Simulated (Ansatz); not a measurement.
Sc

Input file:

```
crystal:
  lattice:
    - [0.0, 2.26, 2.26]
    - [2.26, 0.0, 2.26]
    - [2.26, 2.26, 0.0]
  atoms:
    - { symbol: Sc, position: [0.0, 0.0, 0.0] }
hamiltonian:
  xc: rpbe
  pseudopotentials: { kind: paw }
kpoints:
  mp_grid: { grid: [10, 10, 10] }
scf:
  occupations: { method: fermi_dirac, width: 0.05 }
output:
  forces: true
  stress: true
  eigenvalues: true
  write_density: true
  write_potential: true
  elf: true
  volumetric_format: npy
relax:
  f_tol: 0.01
  max_steps: 40
  cell: { stress_tol: 0.05 }
```

Command:

```sh
ansatz run input.yaml --threads 2 --pin off --max-ram 5632MiB --backend cpu --events-out ev --progress --plain --runs-dir out
```

Below, planes, directions and counts refer to the conventional cell (a = 4.69 Å, b = 4.69 Å, c = 4.69 Å, α = 90.00°, β = 90.00°, γ = 90.00°).

The fields are those of the run's last geometry, not of the input's.

Space group Fm-3m.

These are results of Ansatz, Kohn-Sham DFT of a periodic cell, RPBE, Ansatz PAW, not measurements.

Q: Predict the valence pseudo-density and electron localisation function between the atoms.

A: Sc–Sc (3.31 Å): ρ at the midpoint is about 0.11 e/Å³; the ELF is about 0.25 at the midpoint (no shared electron pair shows on this line).

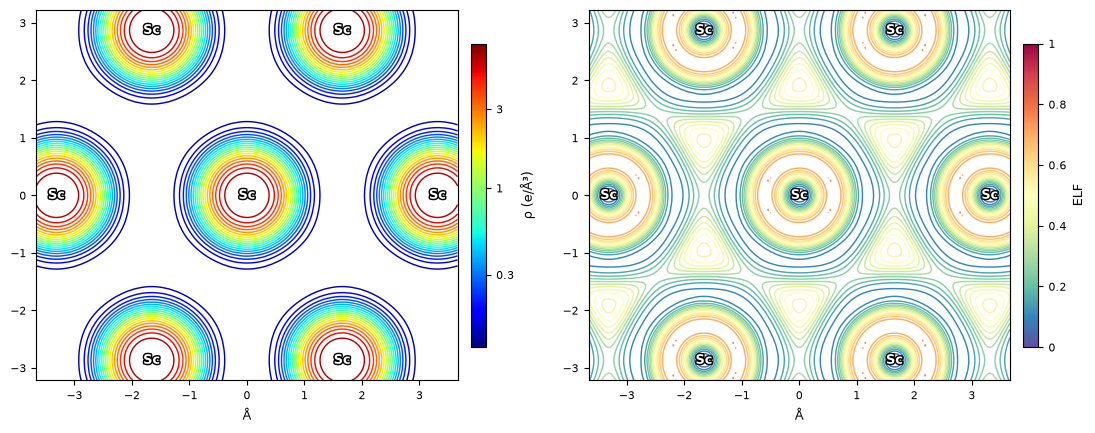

Computed valence pseudo-density and electron localisation function on the (111) plane of the conventional cell, in this order. 

Core electrons are frozen (PAW), and the valence fields are smoothed inside the atomic spheres.
